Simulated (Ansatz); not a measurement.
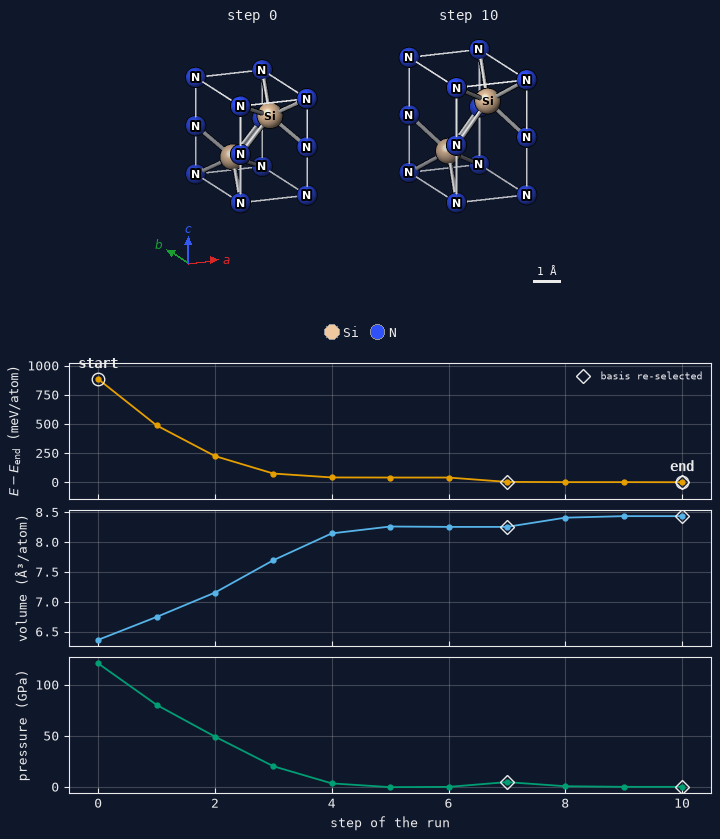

First and last geometry of a relaxation of crystalline SiN (a generated structure, set up in P6_3/mmc) (coarse preliminary run), with the history of the run. Style: ball-and-stick. Shown: the cell of the calculation, from a free direction.

Case: Hf → Si on all its sites, cell and atoms relaxed.

Level of theory: DFT PBEsol, scalar-relativistic, plane waves, PAW (Ansatz 0.2.0). Settings: plane-wave cutoff 420 eV; k-point mesh 12 × 12 × 4; occupations gaussian; smearing width 0.1 eV; no spin polarisation; cell and atoms relaxed; force threshold 0.05 eV/Å; at most 60 steps.

Q: Read the history and describe the run.

A: It converged. The energy falls by 884 meV per atom in 8 accepted moves (10 points after the start). All forces vanish by symmetry, so only the cell relaxes. Pressure: 120.84 GPa at the start and 0.04 GPa at the end. The SCF was repeated twice at an unchanged geometry on a basis and grid sized afresh for the cell, which shifted the energy by 37.4 meV per atom at most. The atoms keep their places relative to the cell (all moves are under 0.005 Å). Cell: a = b 2.574 → 2.715 Å (+5.5 %), c 4.436 → 5.283 Å (+19.1 %). Volume +32.5 %. Some distances before and after: Si–Si 2.670 → 3.072 Å, N–Si 1.854 → 2.050 Å, Si–Si 2.574 → 2.715 Å. Bond angles that change, for instance: Si–N–Si 87.9° → 83.0°, Si–N–Si 92.1° → 97.0°. The space group stays P6_3/mmc (No. 194). Cost: 13 s on 1 thread of Arm Neoverse V2, with other jobs on the host, peak memory 0.31 GiB.
